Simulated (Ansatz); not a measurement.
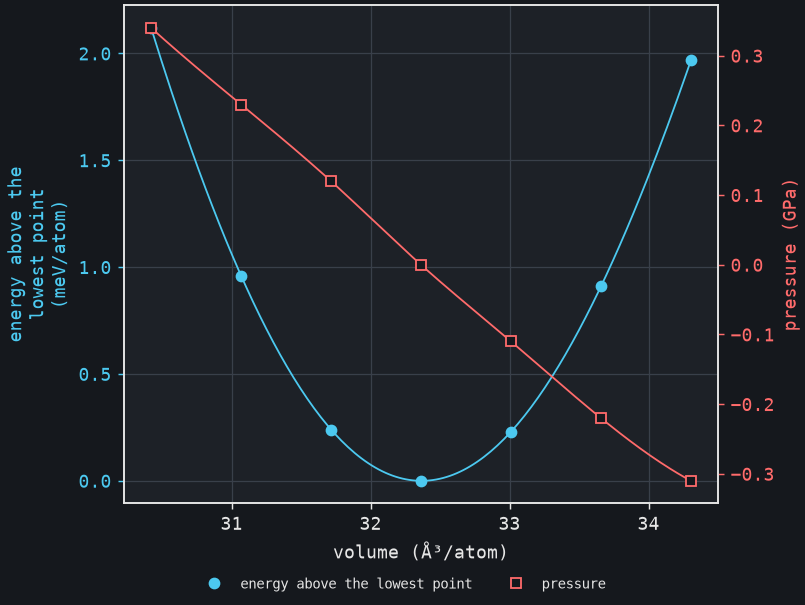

The picture above shows the energy above the lowest point and pressure against volume for Hg, space group Fm-3m (No. 225) (one of a set of cubic test structures, which need not be the stable phase).

Method: equation of state of a cubic crystal from periodic Kohn-Sham density functional theory without spin; pressure corrected for the finite basis (Ansatz 0.2.0 development build). Level: PBE, no spin-orbit coupling.

```
                setting                   value
         structure type                     fcc
          atoms in cell                       1
     space group number                     225
       lattice centring  face-centred primitive
                 k mesh                37×37×37
      occupation method             Fermi–Dirac
       occupation width              0.06123 eV
            wave cutoff                  420 eV
               datasets              soft-1 PAW
      density tolerance                1e-07 eV
                  bands                      14
   density cutoff ratio                       4
search for lower states                 default
```

Where is the energy above the lowest point lowest, and are there other minima?

The lowest computed point is at volume 32.36 Å³/atom (0.000 meV/atom), and no other minimum shows.

What does the pressure do across the range?

It falls from 0.34 GPa at volume 30.42 Å³/atom to −0.31 GPa at 34.30 Å³/atom, and changes sign near 32.36 Å³/atom.

Limits of the calculation: cubic model structure, not the ambient form.
